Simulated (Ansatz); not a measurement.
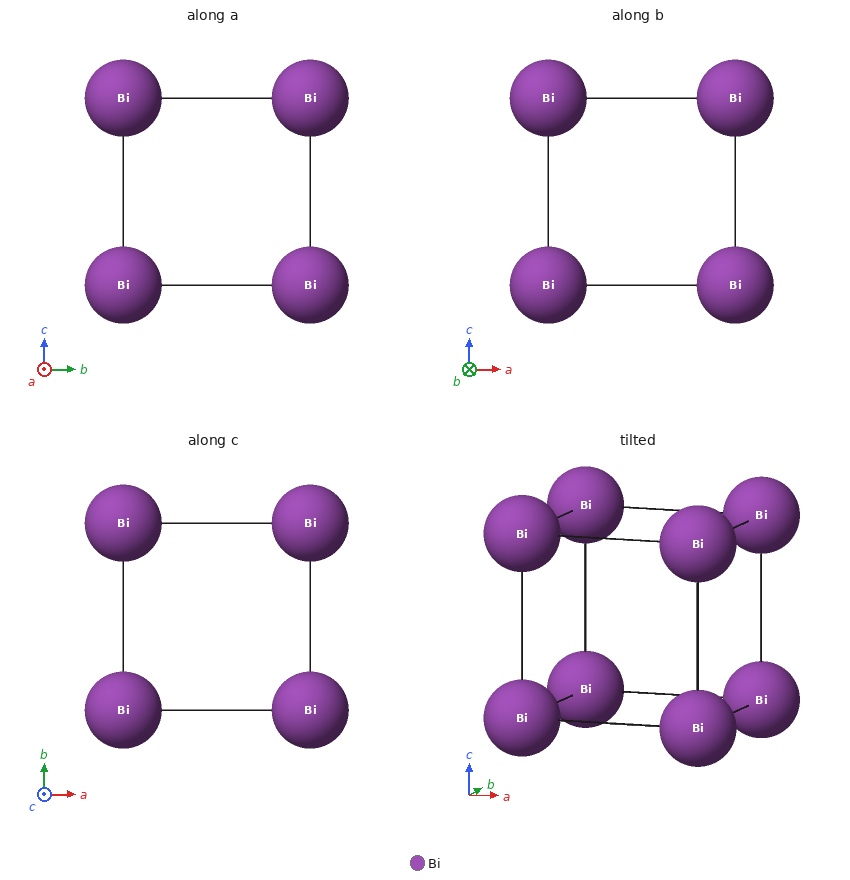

View along the a axis, along the b axis, along the c axis and slightly off an axis, drawn as a spheres-only model. Atoms at the boundary of the conventional unit cell (the box) are drawn once for each face, edge or corner they touch.

Lattice parameters: a = 3.275 Å, b = 3.275 Å, c = 3.275 Å, α = 90.00°, β = 90.00°, γ = 90.00°. Put a along x and b in the xy plane.

> Convert the drawing into a POSCAR file.

```
Bi
1.0
     3.275    0.000    0.000
     0.000    3.275    0.000
     0.000    0.000    3.275
Bi
1
Direct
  0.0000 0.0000 0.0000
```

The structure comes from a random cell made by a generator, so it need not be a real form of the element. Earlier steps of the study, as a rule a relaxation of our own, may have changed the cell and positions, so they can lie some per cent off the listed ones. It was run through Ansatz as a DFT input.
